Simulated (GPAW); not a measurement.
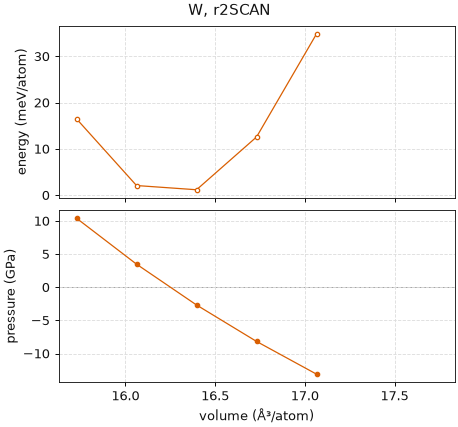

The picture above shows the energy and pressure against volume for W, space group Fm-3m (No. 225).

Starting cell:
```yaml
crystal:
  lattice:
    - [0.00000, 2.03000, 2.03000]
    - [2.03000, 0.00000, 2.03000]
    - [2.03000, 2.03000, 0.00000]
  atoms:
    - { symbol: W, position: [0.00000, 0.00000, 0.00000] }
```

Calculation (GPAW 26.7.0): PAW DFT in plane waves, on a grid or in atomic orbitals, no spin polarisation; energies at scaled volumes of the given cell, shape and fractions fixed, counted from the fit's minimum, third-order Birch-Murnaghan fit. Level: r2SCAN.

```
         setting                                 value
          k mesh                              11×11×11
     occupations                           Fermi–Dirac
  smearing width                               0.05 eV
      potentials  GPAW PAW data sets (gpaw data 1.2.1)
     wave cutoff                                600 eV
program settings                              basis pw
```

The points at volume 17.40 Å³/atom and 17.73 Å³/atom are left out of the plot. What values does the calculation give there?

```json
{"volume (Å³/atom)": "17.40", "energy (meV/atom)": "67", "pressure (GPa)": "-17.60"}
{"volume (Å³/atom)": "17.73", "energy (meV/atom)": "108", "pressure (GPa)": "-21.65"}
```
